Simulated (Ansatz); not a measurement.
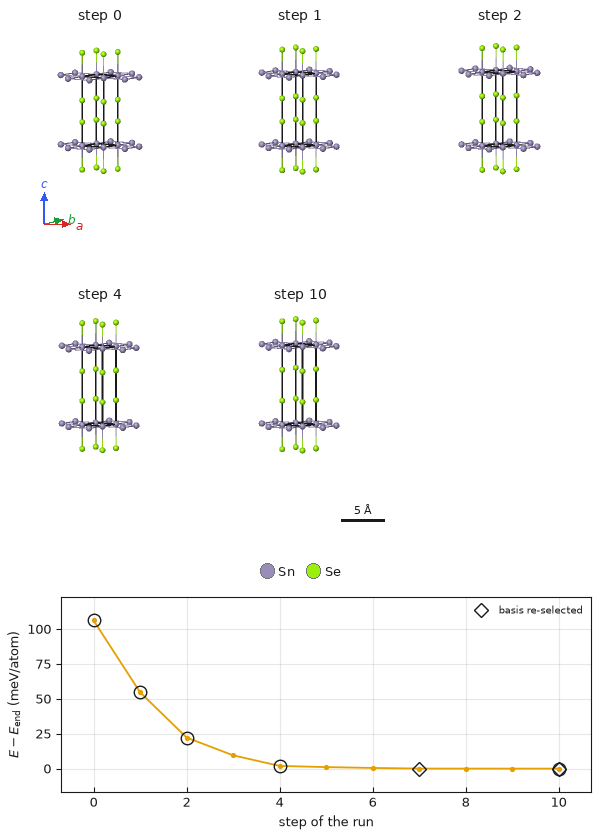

Frames of a relaxation of crystalline SnSe₂ (a generated structure, set up in P4/mmm), marked on the history of the run. A ball-and-stick model of the cell of the calculation, seen from a free direction.

Level of theory: Ansatz 0.2.0, DFT PBE, scalar-relativistic, plane waves, PAW. Settings: plane-wave cutoff 420 eV; k-point mesh 16 × 16 × 6; occupations gaussian; smearing width 0.1 eV; no spin polarisation; cell and atoms relaxed; force threshold 0.01 eV/Å; at most 80 steps.

What happens along the run?

The energy falls by 106 meV per atom in 8 accepted moves (10 points after the start). Largest force component: 0.56 eV/Å at the start, 0.0012 eV/Å at the end. The pressure goes from −0.12 to 0.00 GPa. At 2 points the geometry stayed and the basis and grid were re-selected for the new cell (energy shift of 0.4 meV per atom at most each time). The largest moves relative to the cell, 0.36 Å, are those of Se atoms. Sn stays in place. The drawn cell changes as follows: a = b 3.044 → 2.892 Å (−5.0 %), c 8.273 → 9.470 Å (+14.5 %); the volume changes by +3.3 %. Some distances before and after: Se–Se 2.592 → 3.682 Å, Sn–Sn 3.044 → 2.892 Å, Se–Sn 2.841 → 2.894 Å. The space group stays P4/mmm (No. 123). The run took 5.3 min on 1 thread of Intel(R) Xeon(R) Platinum 8488C (Sapphire Rapids), on a shared host, peak memory 0.65 GiB. From step 0 to 1: Se atoms move most (0.04 Å), volume −5.9 %, energy −51.5 meV per atom. From step 1 to 2: Se atoms move most (0.11 Å), volume +5.4 %, energy −32.4 meV per atom. From step 2 to 4: Se atoms move most (0.17 Å), volume +2.0 %, energy −20.3 meV per atom. From step 4 to 10: Se atoms move most (0.03 Å), volume +2.2 %, energy −1.9 meV per atom.

| step | E − E(0), meV/atom | largest force component, eV/Å | pressure, GPa | volume, Å³/atom | note |
| --- | --- | --- | --- | --- | --- |
| 0 | 0.00 | 0.5628 | -0.12 | 25.553 |  |
| 1 | -51.49 | 0.5433 | 2.47 | 24.035 |  |
| 2 | -83.89 | 0.1767 | -0.47 | 25.328 |  |
| 3 | -96.62 | 0.1450 | 0.10 | 25.702 |  |
| 4 | -104.20 | 0.0875 | 0.64 | 25.834 |  |
| 5 | -105.05 | 0.0686 | -0.41 | 26.521 |  |
| 6 | -105.66 | 0.0004 | 0.01 | 26.295 |  |
| 7 | -106.11 | 0.0015 | 0.03 | 26.295 | same geometry, new basis |
| 8 | -106.13 | 0.0038 | 0.01 | 26.352 |  |
| 9 | -106.13 | 0.0012 | 0.00 | 26.399 |  |
| 10 | -106.14 | 0.0012 | 0.00 | 26.399 | same geometry, new basis |
